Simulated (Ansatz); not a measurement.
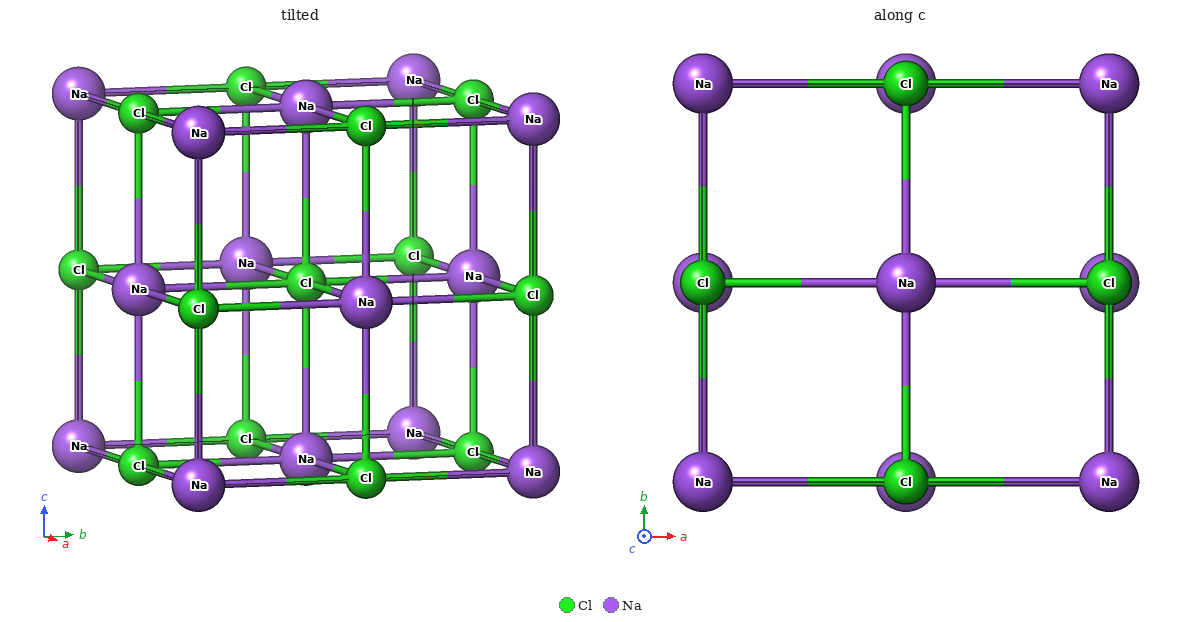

Ball-and-stick drawing of the structure, looking slightly off an axis and along the c axis. Thin lines show the drawn cell (a repeat of the simulation cell), with boundary atoms drawn in all their periodic places.

NaCl, a = 5.718 Å, b = 5.605 Å, c = 5.605 Å, α = 90.00°, β = 90.00°, γ = 90.00°. Strictly the space group is I4/mmm (No. 139, within 0.01 Å). It is a distorted form of a face-centred cubic structure, space group Fm-3m (No. 225) within 0.25 Å: rock salt (NaCl type). Origin of the cell: a structure type filled with these elements by a generator (whether the compound takes this form wasn't checked). The cell was then strained or its atoms displaced on purpose. Ansatz was used for an electronic-structure calculation on it.

This one geometry was computed with Ansatz (DFT, plane waves, PAW) at three levels of theory: PBE, r2SCAN and HSE06. It was relaxed with r2SCAN and then strained.

> How does the band gap change with the level of theory?

PBE: a gap of 5.09 eV, direct; r2SCAN: a gap of 5.88 eV, direct; HSE06: a gap of 6.46 eV, direct.

> Collect the results in a table.

| level | cutoff (eV) | k-mesh of the run's cell | gap (eV) | pressure (GPa) |
| --- | --- | --- | --- | --- |
| PBE | 420 | 8×8×8 | 5.09 | 0.7 |
| r2SCAN | 500 | 8×8×8 | 5.88 | -0.5 |
| HSE06 | 420 | 6×6×6 | 6.46 | 0.2 |

Gaps are taken on the k-mesh or band path of each run.
